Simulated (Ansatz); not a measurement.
Geometry relaxation of Si₂C (part 3 of 3)

The same run, continued: Si₂C (P-62m, 6 atoms in the cell); DFT PBE, scalar-relativistic, plane waves, PAW, no spin polarisation (Ansatz 0.2.0); cutoff 420 eV, 12×12×10 k-mesh, Gaussian smearing of 0.1 eV. The structure was made by a generator, so it may or may not be a known phase.

Geometry of the input (Å; fractional positions):
```
4.4705  0.0000  0.0000
-2.2353  3.8716  0.0000
0.0000  0.0000  3.9511
Si 0.0000  0.0000  0.0000
Si 0.3567  0.0000  0.5000
Si -0.0000  0.3567  0.5000
Si 0.6433  0.6433  0.5000
C  0.6667  0.3333  0.0000
C  0.3333  0.6667  0.0000
```

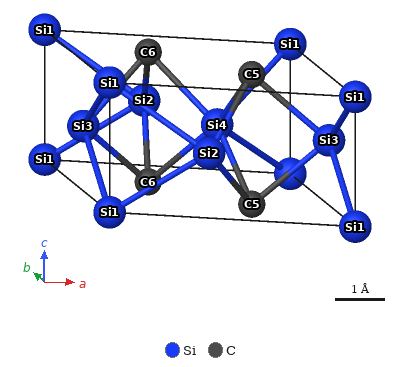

Figure 1. The geometry at step 10 of the log (ball-and-stick view of the cell of the calculation, seen slightly off an axis; atoms are numbered from 1 in the order of the input).

Trajectory as extended XYZ, continued:
```
6
Lattice="4.5683 0.0000 0.0000 -2.2842 3.9563 0.0000 0.0000 0.0000 3.8044" Properties=species:S:1:pos:R:3:forces:R:3 step=3 energy=-3035.23090 pressure_GPa=-0.33
Si    0.0000    0.0000    0.0000    0.0000   0.0000   0.0000
Si    1.6528    0.0000    1.9022    0.1767   0.0000   0.0000
Si   -0.8264    1.4314    1.9022   -0.0883   0.1530   0.0000
Si    1.4578    2.5249    1.9022   -0.0883  -0.1530   0.0000
C     2.2842    1.3188    0.0000    0.0000   0.0000   0.0000
C     0.0000    2.6375    0.0000    0.0000   0.0000   0.0000
6
Lattice="4.6907 0.0000 0.0000 -2.3454 4.0623 0.0000 0.0000 0.0000 3.6116" Properties=species:S:1:pos:R:3:forces:R:3 step=4 energy=-3035.67488 pressure_GPa=-0.64
Si    0.0000    0.0000    0.0000    0.0000   0.0000   0.0000
Si    1.7369    0.0000    1.8058    0.4321   0.0000   0.0000
Si   -0.8684    1.5042    1.8058   -0.2160   0.3742   0.0000
Si    1.4769    2.5581    1.8058   -0.2160  -0.3742   0.0000
C     2.3454    1.3541    0.0000    0.0000   0.0000   0.0000
C     0.0000    2.7082    0.0000    0.0000   0.0000   0.0000
6
Lattice="4.7968 0.0000 0.0000 -2.3984 4.1542 0.0000 0.0000 0.0000 3.4191" Properties=species:S:1:pos:R:3:forces:R:3 step=5 energy=-3036.30312 pressure_GPa=-0.30
Si    0.0000    0.0000    0.0000    0.0000   0.0000   0.0000
Si    1.8231    0.0000    1.7095    0.3576   0.0000   0.0000
Si   -0.9116    1.5789    1.7095   -0.1788   0.3097   0.0000
Si    1.4869    2.5753    1.7095   -0.1788  -0.3097   0.0000
C     2.3984    1.3847    0.0000    0.0000   0.0000   0.0000
C     0.0000    2.7695    0.0000    0.0000   0.0000   0.0000
6
Lattice="4.8914 0.0000 0.0000 -2.4457 4.2361 0.0000 0.0000 0.0000 3.2257" Properties=species:S:1:pos:R:3:forces:R:3 step=6 energy=-3037.20613 pressure_GPa=0.35
Si    0.0000    0.0000    0.0000    0.0000   0.0000   0.0000
Si    1.8985    0.0000    1.6128    0.3804   0.0000   0.0000
Si   -0.9493    1.6442    1.6128   -0.1902   0.3294   0.0000
Si    1.4964    2.5919    1.6128   -0.1902  -0.3294   0.0000
C     2.4457    1.4120    0.0000    0.0000   0.0000   0.0000
C     0.0000    2.8241    0.0000    0.0000   0.0000   0.0000
6
Lattice="4.9798 0.0000 0.0000 -2.4899 4.3126 0.0000 0.0000 0.0000 3.0322" Properties=species:S:1:pos:R:3:forces:R:3 step=7 energy=-3038.41412 pressure_GPa=1.47
Si    0.0000    0.0000    0.0000    0.0000   0.0000   0.0000
Si    1.9630    0.0000    1.5161    0.3083   0.0000   0.0000
Si   -0.9815    1.7000    1.5161   -0.1542   0.2670   0.0000
Si    1.5084    2.6126    1.5161   -0.1542  -0.2670   0.0000
C     2.4899    1.4375    0.0000    0.0000   0.0000   0.0000
C     0.0000    2.8751    0.0000    0.0000   0.0000   0.0000
6
Lattice="5.0656 0.0000 0.0000 -2.5328 4.3869 0.0000 0.0000 0.0000 2.8387" Properties=species:S:1:pos:R:3:forces:R:3 step=8 energy=-3039.58391 pressure_GPa=5.92
Si    0.0000    0.0000    0.0000    0.0000   0.0000   0.0000
Si    2.0184    0.0000    1.4193    0.4848   0.0000   0.0000
Si   -1.0092    1.7480    1.4193   -0.2424   0.4198   0.0000
Si    1.5236    2.6389    1.4193   -0.2424  -0.4198   0.0000
C     2.5328    1.4623    0.0000    0.0000   0.0000   0.0000
C     0.0000    2.9246    0.0000    0.0000   0.0000   0.0000
6
Lattice="5.2339 0.0000 0.0000 -2.6170 4.5327 0.0000 0.0000 0.0000 2.6459" Properties=species:S:1:pos:R:3:forces:R:3 step=9 energy=-3039.87942 pressure_GPa=8.22
Si    0.0000    0.0000    0.0000    0.0000   0.0000   0.0000
Si    2.1294    0.0000    1.3230    0.3786   0.0000   0.0000
Si   -1.0647    1.8441    1.3230   -0.1893   0.3278   0.0000
Si    1.5522    2.6886    1.3230   -0.1893  -0.3278   0.0000
C     2.6170    1.5109    0.0000    0.0000   0.0000   0.0000
C     0.0000    3.0218    0.0000    0.0000   0.0000   0.0000
6
Lattice="5.2754 0.0000 0.0000 -2.6377 4.5687 0.0000 0.0000 0.0000 2.7522" Properties=species:S:1:pos:R:3:forces:R:3 step=10 energy=-3039.99628 pressure_GPa=-2.51
Si    0.0000    0.0000    0.0000    0.0000   0.0000   0.0000
Si    2.1361    0.0000    1.3761    0.3395   0.0000   0.0000
Si   -1.0681    1.8499    1.3761   -0.1698   0.2940   0.0000
Si    1.5697    2.7187    1.3761   -0.1698  -0.2940   0.0000
C     2.6377    1.5229    0.0000    0.0000   0.0000   0.0000
C     0.0000    3.0458    0.0000    0.0000   0.0000   0.0000
6
Lattice="5.2628 0.0000 0.0000 -2.6314 4.5577 0.0000 0.0000 0.0000 2.7443" Properties=species:S:1:pos:R:3:forces:R:3 step=11 energy=-3040.02532 pressure_GPa=-1.36
Si    0.0000    0.0000    0.0000    0.0000   0.0000   0.0000
Si    2.1756    0.0000    1.3722    0.0008   0.0000   0.0000
Si   -1.0878    1.8841    1.3722   -0.0004   0.0007   0.0000
Si    1.5436    2.6736    1.3722   -0.0004  -0.0007   0.0000
C     2.6314    1.5192    0.0000    0.0000   0.0000   0.0000
C     0.0000    3.0385    0.0000    0.0000   0.0000   0.0000
6
Lattice="5.2546 0.0000 0.0000 -2.6273 4.5507 0.0000 0.0000 0.0000 2.7324" Properties=species:S:1:pos:R:3:forces:R:3 step=12 energy=-3040.02864 pressure_GPa=-0.05
Si    0.0000    0.0000    0.0000    0.0000   0.0000   0.0000
Si    2.1742    0.0000    1.3662   -0.0038   0.0000   0.0000
Si   -1.0871    1.8829    1.3662    0.0019  -0.0033   0.0000
Si    1.5402    2.6677    1.3662    0.0019   0.0033   0.0000
C     2.6273    1.5169    0.0000    0.0000   0.0000   0.0000
C     0.0000    3.0338    0.0000    0.0000   0.0000   0.0000
6
Lattice="5.2543 0.0000 0.0000 -2.6272 4.5504 0.0000 0.0000 0.0000 2.7320" Properties=species:S:1:pos:R:3:forces:R:3 step=13 energy=-3040.02867 pressure_GPa=-0.00
Si    0.0000    0.0000    0.0000    0.0000   0.0000   0.0000
Si    2.1736    0.0000    1.3660    0.0001   0.0000   0.0000
Si   -1.0868    1.8823    1.3660    0.0000   0.0001   0.0000
Si    1.5404    2.6680    1.3660    0.0000  -0.0001   0.0000
C     2.6272    1.5168    0.0000    0.0000   0.0000   0.0000
C     0.0000    3.0336    0.0000    0.0000   0.0000   0.0000
6
Lattice="5.2543 0.0000 0.0000 -2.6272 4.5504 0.0000 0.0000 0.0000 2.7320" Properties=species:S:1:pos:R:3:forces:R:3 step=14 energy=-3040.11467 pressure_GPa=1.12
Si    0.0000    0.0000    0.0000    0.0000   0.0000   0.0000
Si    2.1736    0.0000    1.3660   -0.0011   0.0000   0.0000
Si   -1.0868    1.8823    1.3660    0.0005  -0.0009   0.0000
Si    1.5404    2.6680    1.3660    0.0005   0.0009   0.0000
C     2.6272    1.5168    0.0000    0.0000   0.0000   0.0000
C     0.0000    3.0336    0.0000    0.0000   0.0000   0.0000
6
Lattice="5.2723 0.0000 0.0000 -2.6361 4.5659 0.0000 0.0000 0.0000 2.7318" Properties=species:S:1:pos:R:3:forces:R:3 step=15 energy=-3040.11682 pressure_GPa=0.11
Si    0.0000    0.0000    0.0000    0.0000   0.0000   0.0000
Si    2.1827    0.0000    1.3659   -0.0002   0.0000   0.0000
Si   -1.0913    1.8903    1.3659    0.0001  -0.0001   0.0000
Si    1.5448    2.6757    1.3659    0.0001   0.0001   0.0000
C     2.6361    1.5220    0.0000    0.0000   0.0000   0.0000
C     0.0000    3.0440    0.0000    0.0000   0.0000   0.0000
6
Lattice="5.2750 0.0000 0.0000 -2.6375 4.5683 0.0000 0.0000 0.0000 2.7313" Properties=species:S:1:pos:R:3:forces:R:3 step=16 energy=-3040.11681 pressure_GPa=0.00
Si    0.0000    0.0000    0.0000    0.0000   0.0000   0.0000
Si    2.1842    0.0000    1.3656   -0.0001   0.0000   0.0000
Si   -1.0921    1.8916    1.3656    0.0001  -0.0001   0.0000
Si    1.5454    2.6767    1.3656    0.0001   0.0001   0.0000
C     2.6375    1.5228    0.0000    0.0000   0.0000   0.0000
C     0.0000    3.0455    0.0000    0.0000   0.0000   0.0000
6
Lattice="5.2750 0.0000 0.0000 -2.6375 4.5683 0.0000 0.0000 0.0000 2.7313" Properties=species:S:1:pos:R:3:forces:R:3 step=17 energy=-3040.11738 pressure_GPa=0.01
Si    0.0000    0.0000    0.0000    0.0000   0.0000   0.0000
Si    2.1842    0.0000    1.3656    0.0000   0.0000   0.0000
Si   -1.0921    1.8916    1.3656    0.0000   0.0000   0.0000
Si    1.5454    2.6767    1.3656    0.0000   0.0000   0.0000
C     2.6375    1.5228    0.0000    0.0000   0.0000   0.0000
C     0.0000    3.0455    0.0000    0.0000   0.0000   0.0000
```

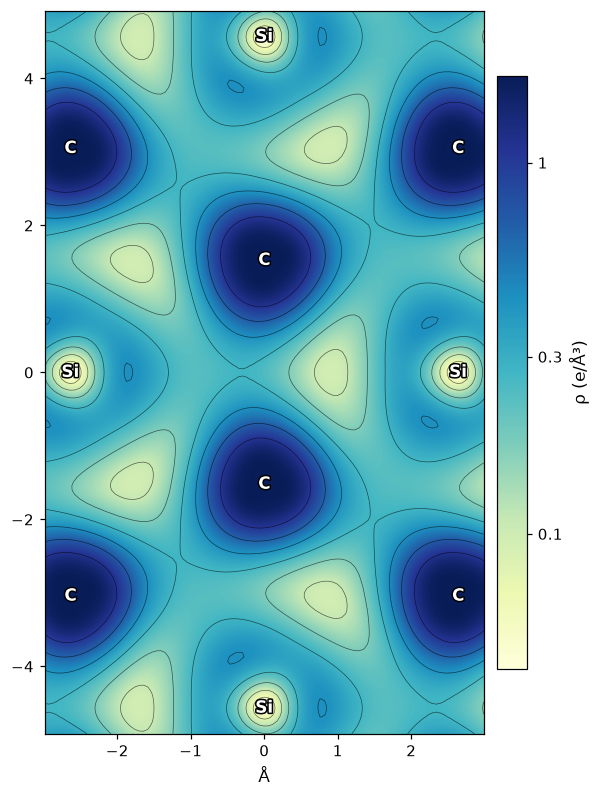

Figure 2. Valence charge density (pseudo) on the (001) plane of the conventional cell. The section cuts through Si and C sites. Away from the nuclei the density in this plane falls to 0.09 e/Å³ at its lowest. In a PAW calculation such maps are meaningful between the atoms, not at the nuclei.

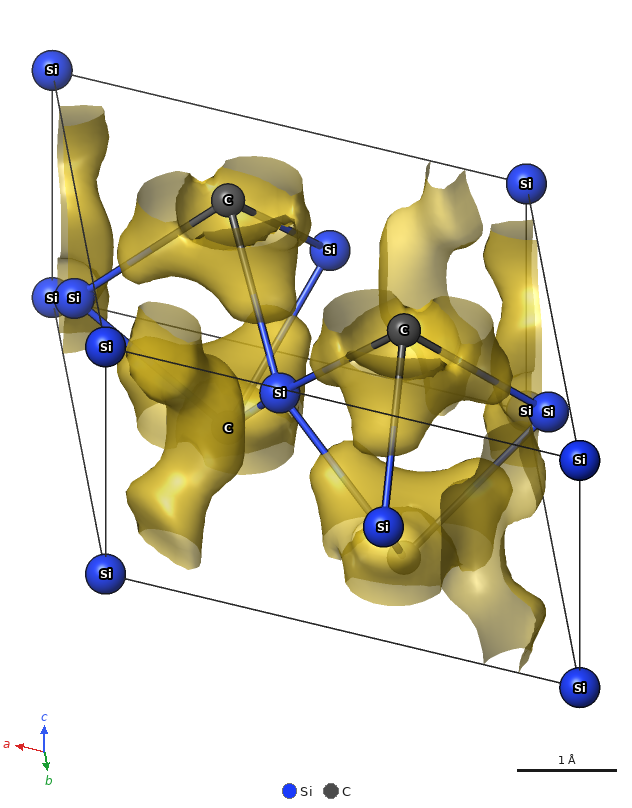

Figure 3. Isosurface of the electron localisation function at 0.7 (yellow), seen at an oblique angle. Only the valence region is drawn (cores and ρ < 0.01 e/Å³ removed). Sticks mark near contacts. The outline is the cell set on symmetry axes. Values along the shortest contacts:

Summary:

| quantity | value |
| --- | --- |
| outcome | converged |
| space group (tolerance 0.01 Å) | P-62m (189) |
| electrons treated | 24 |
| free energy | −3040.1174 eV |
| Fermi energy | 11.725 eV |
| gap on the k-point mesh | none (metallic) |
| pressure | 0.01 GPa |
| final volume | 65.82 Å³ |
| largest force (length of the vector) at the end | under 0.001 eV/Å |
| final cell | a = 5.275 Å, b = 5.275 Å, c = 2.731 Å, α = 90.00°, β = 90.00°, γ = 120.00° |
| wall time | 9.6 min |
| peak memory | 0.48 GiB |
